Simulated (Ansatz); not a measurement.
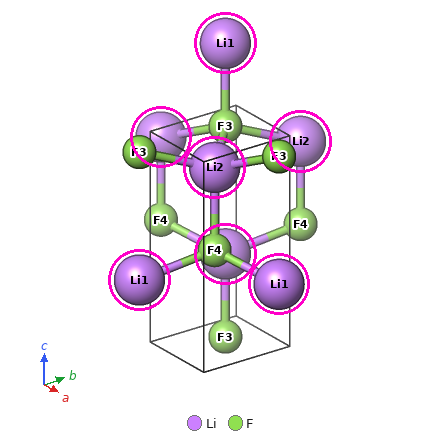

The system is LiF (P6_3mc, No. 186; 4 atoms in the cell); the picture shows the reference structure. The energy is mapped over a free internal coordinate and the cell. The first coordinate is: shift of Li1 along [0 0 1] of the conventional cell, Cartesian (0 0 1), its symmetry partners moved as symmetry demands (measured in the relaxed cell); the second: c/a of the conventional cell at fixed volume. Nothing is relaxed (all other coordinates fixed). The grid has 11 × 11 points. Points are written as (first, second). Energies: meV/atom, counted from the lowest grid point. Method: DFT LDA, scalar-relativistic, plane waves, PAW in Ansatz. Settings: cutoff 520 eV, k-mesh 9×9×6 in the order of the run's cell vectors, gaussian smearing 0.05 eV, no spin polarisation.

Its coordinates:

```yaml
crystal:
  lattice:
    - [3.03009, 0.00000, 0.00000]
    - [-1.51505, 2.62414, 0.00000]
    - [0.00000, 0.00000, 4.65902]
  atoms:
    - { symbol: Li, position: [0.33333, 0.66667, 0.38398] }
    - { symbol: Li, position: [0.66667, 0.33333, 0.88398] }
    - { symbol: F, position: [0.33333, 0.66667, 0.99102] }
    - { symbol: F, position: [0.66667, 0.33333, 0.49102] }
```

Range: shift of Li1 along [0 0 1] of the conventional cell, Cartesian (0 0 1), its symmetry partners moved as symmetry demands (measured in the relaxed cell) from −0.218 to 0.218 Å; c/a of the conventional cell at fixed volume from 1.415 to 1.661.

Q: Predict the map.

A: The lowest grid point is at (0.000 Å, 1.538). The highest grid point, (−0.218 Å, 1.415), lies 164.2 meV/atom above the lowest. The gap on the k-mesh is 7.8 eV at the lowest point and runs from 7.6 to 8.0 eV over the map.

| second ↓, first → | −0.218 | −0.174 | −0.131 | −0.087 | −0.044 | 0.000 | 0.044 | 0.087 | 0.131 | 0.174 | 0.218 |
| --- | --- | --- | --- | --- | --- | --- | --- | --- | --- | --- | --- |
| 1.661 | 28.2 | 13.8 | 6.2 | 4.1 | 6.2 | 11.4 | 19.0 | 28.0 | 38.0 | 48.3 | 58.4 |
| 1.636 | 32.7 | 15.9 | 6.5 | 2.7 | 3.4 | 7.5 | 14.0 | 22.2 | 31.4 | 41.0 | 50.5 |
| 1.611 | 38.8 | 19.5 | 7.9 | 2.3 | 1.5 | 4.3 | 9.8 | 17.0 | 25.4 | 34.2 | 43.1 |
| 1.587 | 46.7 | 24.5 | 10.5 | 3.0 | 0.6 | 2.0 | 6.2 | 12.4 | 19.9 | 28.0 | 36.2 |
| 1.562 | 56.5 | 31.2 | 14.6 | 4.9 | 0.7 | 0.5 | 3.4 | 8.6 | 15.1 | 22.3 | 29.8 |
| 1.538 | 68.3 | 39.5 | 20.1 | 8.1 | 1.8 | 0.0 | 1.5 | 5.4 | 10.9 | 17.3 | 24.0 |
| 1.513 | 82.3 | 49.8 | 27.3 | 12.6 | 4.2 | 0.5 | 0.5 | 3.0 | 7.4 | 12.8 | 18.8 |
| 1.488 | 98.6 | 62.1 | 36.1 | 18.6 | 7.8 | 2.1 | 0.4 | 1.5 | 4.6 | 9.1 | 14.1 |
| 1.464 | 117.6 | 76.6 | 46.9 | 26.3 | 12.8 | 4.9 | 1.3 | 0.9 | 2.7 | 6.0 | 10.1 |
| 1.439 | 139.4 | 93.6 | 59.8 | 35.7 | 19.4 | 9.0 | 3.4 | 1.2 | 1.5 | 3.6 | 6.7 |
| 1.415 | 164.2 | 113.1 | 74.9 | 47.1 | 27.6 | 14.6 | 6.6 | 2.6 | 1.3 | 2.1 | 4.1 |

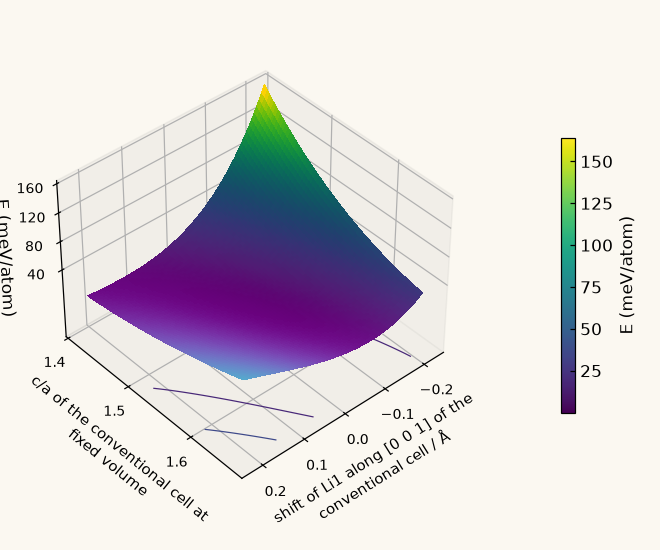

The picture shows a relief with its contours projected below, any walls above the top of the colour scale cut off. Between grid points the surface is interpolated.

Time for the 121 points that were run: 100 s on 1 thread of AMD EPYC 9R45 (Zen 5) (shared host).
